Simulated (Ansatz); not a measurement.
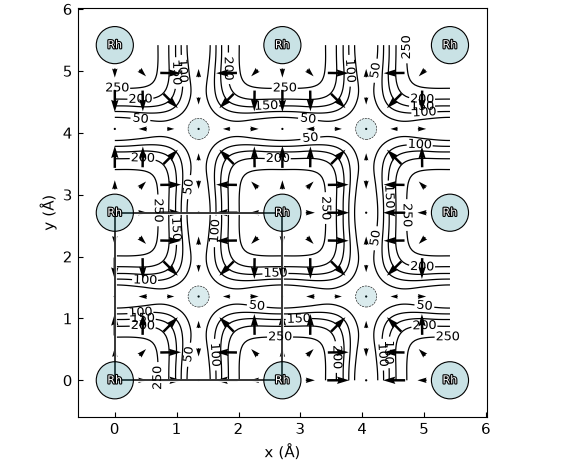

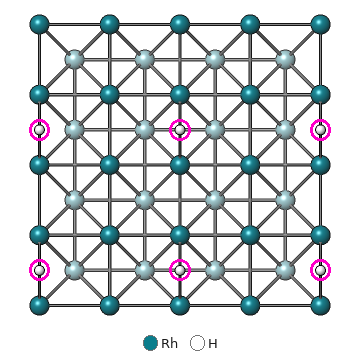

Energy landscape of H on a Rh(100) slab cut from the Fm-3m phase, its upper half relaxed before the scan (12 atoms of substrate and one adsorbate in a 2 × 2 cell). H is moved over the surface cell; relaxed at each place: the height of the adsorbate's atoms; substrate rigid; the origin of the map has the adsorbate above Rh9. Places are given modulo a cell vector. The map is drawn in real space over the plane of the surface. The grid has 6 × 6 points; 10 points were computed and 26 follow by symmetry. Places are given in fractions of the 1 × 1 surface cell. Energies are in meV, from the lowest grid point. Computed with DFT PBE, scalar-relativistic, plane waves, PAW (Ansatz 0.2.0). Settings: cutoff 420 eV, k-mesh 5×5×1, gaussian smearing 0.1 eV, no spin polarisation.

The picture shows contour lines labelled in meV, arrows along the force (downhill), their lengths compressed, labelled circles for the atoms of the top layer and small ones for the second layer, the outline of one cell of the 2 × 2 shown. Between grid points the surface is interpolated. The second picture is the structure at the lowest point; rings mark the moved atoms.

> What does the map say about the system?

The lowest grid point is at a bridge site between two Rh atoms, (0/6, 3/6) of the cell vectors; the map holds 2 wells of about this depth. A higher local minimum lies near a fourfold hollow over a second-layer Rh atom, (3/6, 3/6) of the cell vectors (11 meV above the lowest at that grid point). The highest grid point, the top site over a surface Rh atom, (0/6, 0/6) of the cell vectors, lies 295 meV above the lowest. On the interpolated surface the easiest way out of the lowest well to the well at a fourfold hollow over a second-layer Rh atom, (3/6, 3/6) of the cell vectors passes a barrier of about 33 meV. At the lowest point the adsorbate has 2 Rh at 1.76 Å as nearest neighbours, at the highest 1 Rh at 1.58 Å. Its relaxed height above the top atom is 1.13 Å at the lowest and 1.58 Å at the highest point.

The values on the grid:

```
second ↓, first →  0/6  1/6  2/6  3/6  4/6  5/6
              5/6  284  276  191   18  191  276
              4/6  188  191  144   30  144  191
              3/6    0   18   30   11   30   18
              2/6  188  191  144   30  144  191
              1/6  284  276  191   18  191  276
              0/6  295  284  188    0  188  284
```

The input of one point:

```yaml
crystal:
  lattice:
    - [5.4165863251, 0.0, 0.0]
    - [0.0, 5.4165863251, 0.0]
    - [0.0, 0.0, 19.173739469]
  atoms:
    - { symbol: Rh, position: [0.25, 0.25, 0.2086186686] }
    - { symbol: Rh, position: [0.25, 0.75, 0.2086186686] }
    - { symbol: Rh, position: [0.75, 0.25, 0.2086186686] }
    - { symbol: Rh, position: [0.75, 0.75, 0.2086186686] }
    - { symbol: Rh, position: [0.0, 0.0, 0.3044995961] }
    - { symbol: Rh, position: [0.0, 0.5, 0.3044995961] }
    - { symbol: Rh, position: [0.5, 0.0, 0.3044995961] }
    - { symbol: Rh, position: [0.5, 0.5, 0.3044995961] }
    - { symbol: Rh, position: [0.25, 0.25, 0.4002213278] }
    - { symbol: Rh, position: [0.25, 0.75, 0.4002213278] }
    - { symbol: Rh, position: [0.75, 0.25, 0.4002213278] }
    - { symbol: Rh, position: [0.75, 0.75, 0.4002213278] }
    - { symbol: H, position: [0.25, 0.5, 0.4491731638] }
basis:
  ecutwfc: 420
kpoints:
  mp_grid: { grid: [5, 5, 1] }
hamiltonian:
  xc: pbe
  pseudopotentials: { kind: paw, azcp: { folder: soft_1 } }
scf:
  occupations: { method: gaussian, width: 0.1 }
output:
  forces: true
  eigenvalues: true
relax:
  adjacent_minimum: "off"
  f_tol: 0.025
  max_steps: 16
  constraints:
    - { sites: [0, 1, 2, 3, 4, 5, 6, 7, 8, 9, 10, 11] }
    - { sites: [12], fix: xy }
efield:
  axis: 3
  dipole_correction: true
  ramp_width: 0.04
```

Time for the 10 points that were run: 9.7 min on 4 threads of Arm Neoverse V1, with other jobs on the host.
